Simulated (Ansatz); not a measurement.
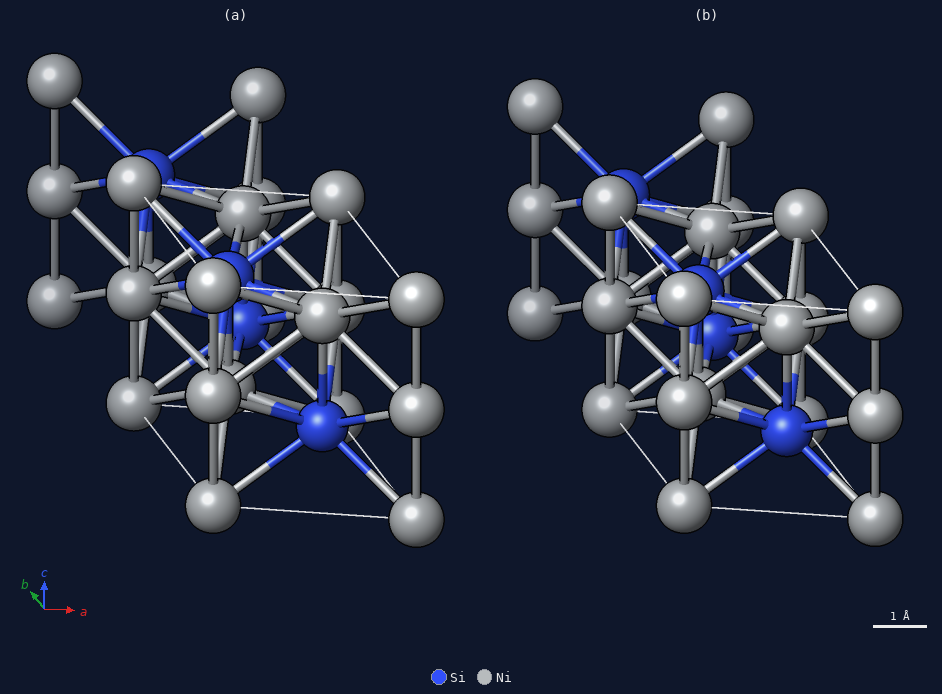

Left: crystalline SiNi$_{2}$ (set up in P6_3/mmc). Right: the same structure after one change, at the same scale. Style: ball-and-stick. Shown: the cell of the calculation, repeated 1 × 2 × 1 with one cell outlined, from a free direction.

Level of theory: DFT PBE, scalar-relativistic, plane waves, PAW in Ansatz. (plane-wave cutoff 420 eV; k-point mesh 12 × 12 × 8; occupations gaussian; smearing width 0.1 eV; no spin polarisation)

Which change leads from the left to the right?

Answer. Equal strain along all axes, −6.0 %, is applied. Symmetry leaves the atoms no freedom, so this is a single point.

And its effect?

Answer. Near-neighbour distances before and after: Ni–Si 2.580 → 2.426 Å, Ni–Ni 2.580 → 2.426 Å, Ni–Ni 2.496 → 2.346 Å, Ni–Si 2.496 → 2.346 Å. The space group stays P6_3/mmc (No. 194). It costs 285 meV per atom. The pressure goes from 0.0 to 58.3 GPa. The principal stresses (compression positive) are 52.2 GPa along c and 61.3 GPa across it. All forces vanish by symmetry.
